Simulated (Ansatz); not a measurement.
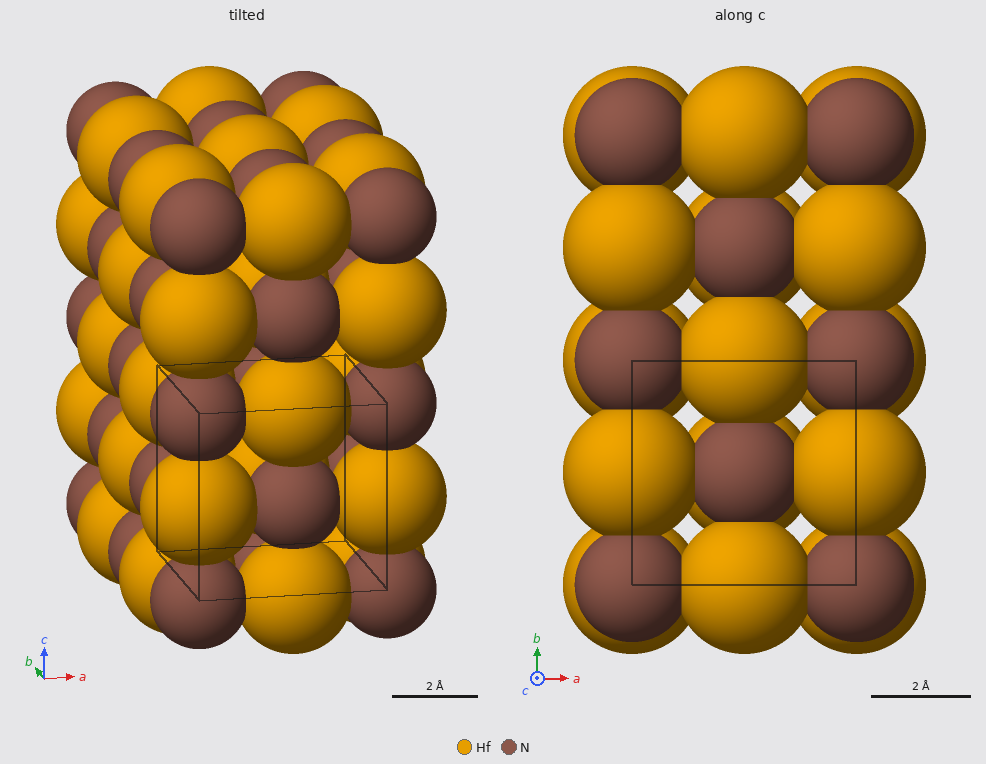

Crystal structure, space-filling style, seen slightly off an axis and along the c axis. The drawing covers 1×2×2 cells, and the solid lines enclose one conventional unit cell.

HfN, space group Fm-3m (No. 225), a = 4.55 Å, b = 4.55 Å, c = 4.55 Å, α = 90.00°, β = 90.00°, γ = 90.00°.

Setup: DFT PBE, spin-orbit coupling, plane waves, PAW in Ansatz 0.2.0; plane waves up to 420 eV, k-points about 0.20 Å⁻¹ apart, Gaussian smearing of 0.05 eV, no moments seeded, so the run stays non-magnetic, spinor wavefunctions.

**Is it conducting or gapped at this level?**

A metal: bands cross the Fermi level.

**What is the computed pressure?**

The computed pressure is 0.0 GPa, close to zero.

The starting point was a structure type known for this compound. The cell was then strained or its atoms displaced on purpose. It went into a calculation with Ansatz.
